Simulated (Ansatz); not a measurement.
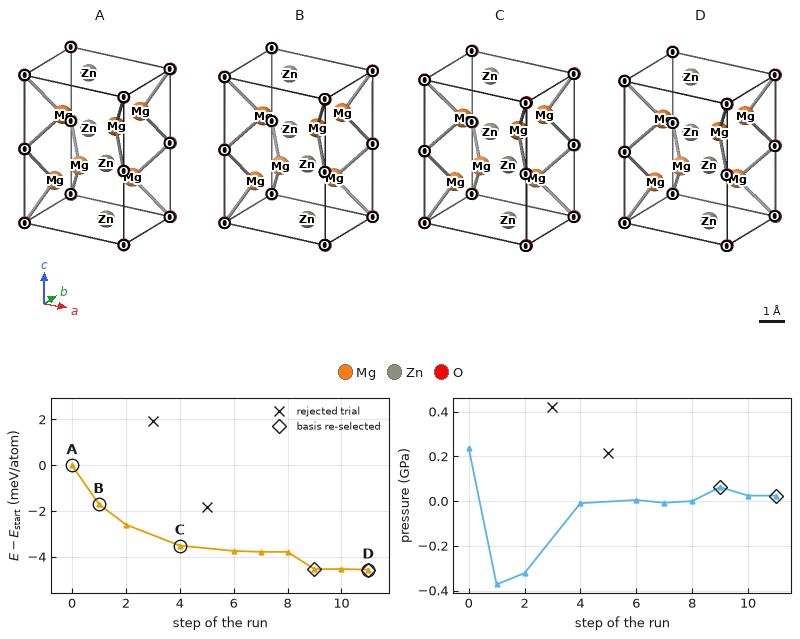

Frames of a relaxation of solid Mg₃Zn₂O (a generated structure, set up in P6_3/mmc), marked on the history of the run. A ball-and-stick model of the cell of the calculation, seen slightly off an axis.

Theory: Ansatz, DFT PBE, scalar-relativistic, plane waves, PAW. Set-up: plane-wave cutoff 420 eV; k-point mesh 6 × 6 × 6; occupations gaussian; smearing width 0.1 eV; no spin polarisation; cell and atoms relaxed; force threshold 0.01 eV/Å; at most 80 steps.

> Describe the path.

After 7 accepted moves (11 points after the start) the energy has fallen by 4.6 meV per atom. The largest force component goes from 0.033 to 0.0013 eV/Å. Pressure: 0.24 GPa at the start and 0.02 GPa at the end. The line search rejected the trial steps at points 3, 5 of the run. The SCF was repeated twice at an unchanged geometry on a basis and grid sized afresh for the cell, which shifted the energy by 0.8 meV per atom at most. The largest moves relative to the cell, 0.047 Å, are those of Mg atoms. Largest moves by element: Mg 0.047 Å, Zn 0.045 Å. O stays in place. The volume changes by +2.7 %, with a = b 6.068 → 6.279 Å (+3.5 %), c 6.133 → 5.883 Å (−4.1 %). Some distances before and after: Mg–O 2.243 → 2.208 Å, Zn–Zn 2.309 → 2.305 Å. Bond angles that change, for instance: O–Mg–O 86.3° → 83.6°, Mg–O–Mg 78.4° → 80.5°, Mg–O–Mg 101.6° → 99.5°. The space group stays P6_3/mmc (No. 194). From step 0 to 1: volume +1.7 %, energy −1.7 meV per atom. From step 1 to 4: Mg atoms move most (0.03 Å), volume +0.4 %, energy −1.8 meV per atom. From step 4 to 11: volume +0.6 %, energy −1.0 meV per atom.

```json
{"step": "0", "E − E(0), meV/atom": "0.00", "largest force component, eV/Å": "0.0334", "pressure, GPa": "0.24", "volume, Å³/atom": "16.299", "note": ""}
{"step": "1", "E − E(0), meV/atom": "-1.70", "largest force component, eV/Å": "0.0915", "pressure, GPa": "-0.37", "volume, Å³/atom": "16.578", "note": ""}
{"step": "2", "E − E(0), meV/atom": "-2.59", "largest force component, eV/Å": "0.0564", "pressure, GPa": "-0.32", "volume, Å³/atom": "16.649", "note": ""}
{"step": "3", "E − E(0), meV/atom": "1.91", "largest force component, eV/Å": "0.2157", "pressure, GPa": "0.42", "volume, Å³/atom": "16.893", "note": "rejected"}
{"step": "4", "E − E(0), meV/atom": "-3.51", "largest force component, eV/Å": "0.0293", "pressure, GPa": "-0.01", "volume, Å³/atom": "16.645", "note": ""}
{"step": "5", "E − E(0), meV/atom": "-1.82", "largest force component, eV/Å": "0.0948", "pressure, GPa": "0.22", "volume, Å³/atom": "16.815", "note": "rejected"}
{"step": "6", "E − E(0), meV/atom": "-3.74", "largest force component, eV/Å": "0.0017", "pressure, GPa": "0.01", "volume, Å³/atom": "16.728", "note": ""}
{"step": "7", "E − E(0), meV/atom": "-3.78", "largest force component, eV/Å": "0.0010", "pressure, GPa": "-0.01", "volume, Å³/atom": "16.708", "note": ""}
{"step": "8", "E − E(0), meV/atom": "-3.78", "largest force component, eV/Å": "0.0004", "pressure, GPa": "0.00", "volume, Å³/atom": "16.713", "note": ""}
{"step": "9", "E − E(0), meV/atom": "-4.54", "largest force component, eV/Å": "0.0005", "pressure, GPa": "0.06", "volume, Å³/atom": "16.713", "note": "same geometry, new basis"}
{"step": "10", "E − E(0), meV/atom": "-4.53", "largest force component, eV/Å": "0.0013", "pressure, GPa": "0.02", "volume, Å³/atom": "16.737", "note": ""}
{"step": "11", "E − E(0), meV/atom": "-4.56", "largest force component, eV/Å": "0.0013", "pressure, GPa": "0.02", "volume, Å³/atom": "16.737", "note": "same geometry, new basis"}
```

Limits of the set-up: layers or molecules are held without a dispersion correction, so their spacing is unreliable.
